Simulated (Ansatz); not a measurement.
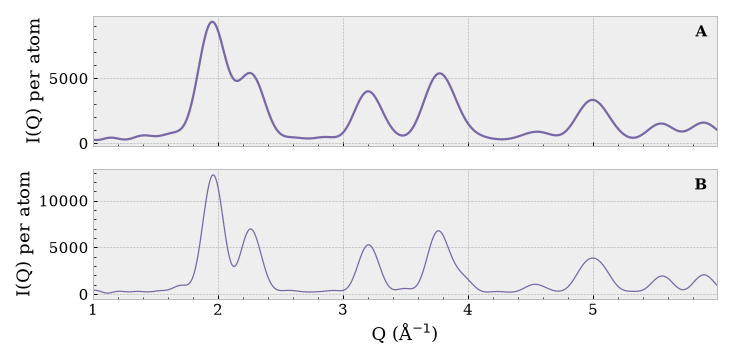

X-ray scattering of spheres cut from the crystal structure of Eu (Fm-3m, a = 5.541 Å, b = 5.541 Å, c = 5.541 Å, α = 90.00°, β = 90.00°, γ = 90.00°), calculated atom by atom with the Debye equation (B = 0.5 Å², no relaxation of the surface). It is based on the input geometry of an electronic-structure calculation (not necessarily at equilibrium); the starting structure was generated, so it need not be a known form of this composition.

Question: The spheres are 28 and 36 Å across. Which curve is which?

Answer: curve A: 28 Å (249 atoms); curve B: 36 Å (603 atoms). Peak widths go roughly as 2π/D, so the largest sphere has the sharpest peaks.

Question: Index the main peaks of the largest sphere.

Answer: Q ≈ 1.96 Å⁻¹: 111; Q ≈ 2.26 Å⁻¹: 200; Q ≈ 3.20 Å⁻¹: 220; Q ≈ 3.76 Å⁻¹: 311; Q ≈ 4.54 Å⁻¹: 400; Q ≈ 5.00 Å⁻¹: 331 + 420.
